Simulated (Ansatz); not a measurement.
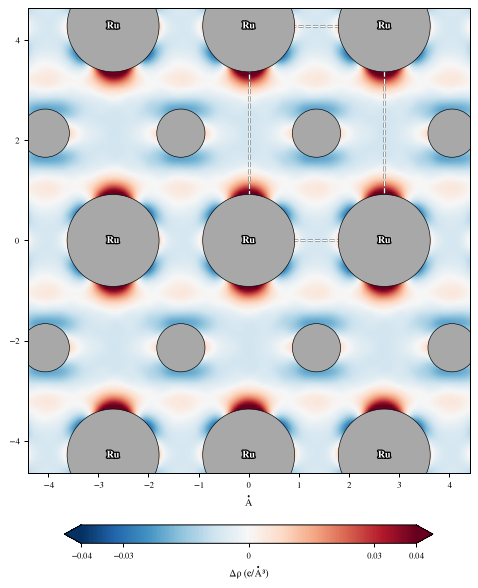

Ru. Difference of the valence pseudo-densities of two functionals at the same geometry, on the (010) plane of the calculation cell: r2SCAN50 less HF.

Both computed with Ansatz (plane waves, PAW), on the same k-point mesh. Grey discs cover the atomic cores.

> Where does the change of functional move the electrons?

Against HF, r2SCAN50 gives less density around Ru (−0.006 e/Å³ on average at 1.1 Å from the nucleus) and a change of −0.007 e/Å³ at the midpoint of Ru–Ru.
